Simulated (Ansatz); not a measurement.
The cell below is AlNi (Pm-3m). Source of the atomic positions: a calculation's input that goes back to an entry of the Crystallography Open Database (an earlier step may have relaxed or displaced it).

```cif
data_structure
_symmetry_space_group_name_H-M 'P 1'
_symmetry_Int_Tables_number 1
_cell_length_a 2.8810
_cell_length_b 2.8810
_cell_length_c 2.8810
_cell_angle_alpha 90.000
_cell_angle_beta 90.000
_cell_angle_gamma 90.000
_cell_volume 23.91
loop_
_atom_site_label
_atom_site_type_symbol
_atom_site_fract_x
_atom_site_fract_y
_atom_site_fract_z
_atom_site_occupancy
Al1 Al 0.00000 0.00000 0.00000 1
Ni1 Ni 0.50000 0.50000 0.50000 1
```

The atoms' radii are metallic radii: Al 1.43 Å, Ni 1.24 Å.

Question: Find the largest hole by geometry, and further ones that a grid search gives (radius above 0.15 Å; smaller ones may be missed, and maxima closer than 0.25 Å are merged).

Answer:
| hole | site | x, y, z | radius (Å) | nearest atoms | shape |
| --- | --- | --- | --- | --- | --- |
| V1 | 12h | 0.000, 0.324, 0.500 | 0.29 | 2 Ni + 2 Al | distorted tetrahedral |

Nearest atoms are those whose sphere lies within 0.15 Å of the hole's sphere; in brackets, those within 0.5 Å. The largest sphere that fits anywhere has a diameter of 0.57 Å; the largest that can travel through the crystal, about 0.3 Å.

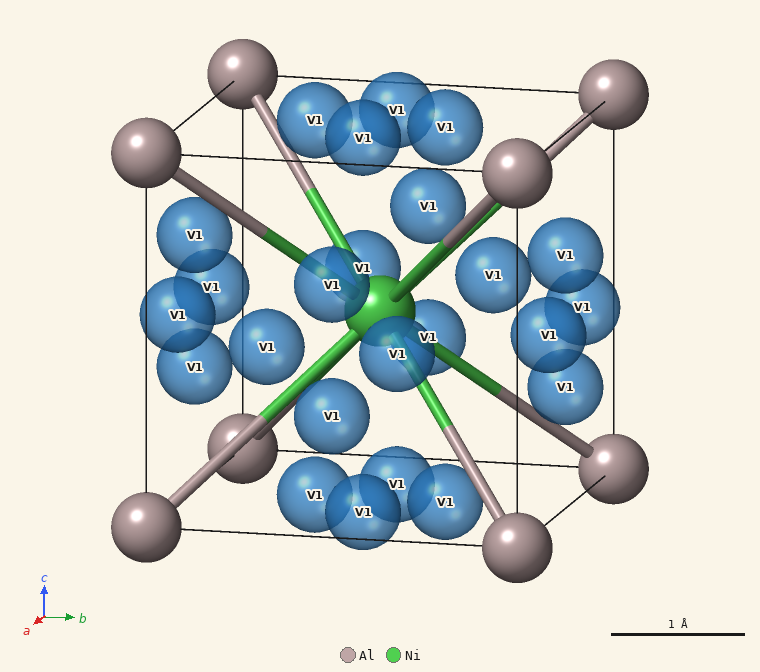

Translucent spheres (V1) fill the 1 hole listed first by a grid search for holes with a radius above 0.15 Å (the largest is sure; smaller ones may be missed, and maxima closer than 0.25 Å are merged) at their true size; atoms are drawn smaller than their model radii. View slightly off an axis.
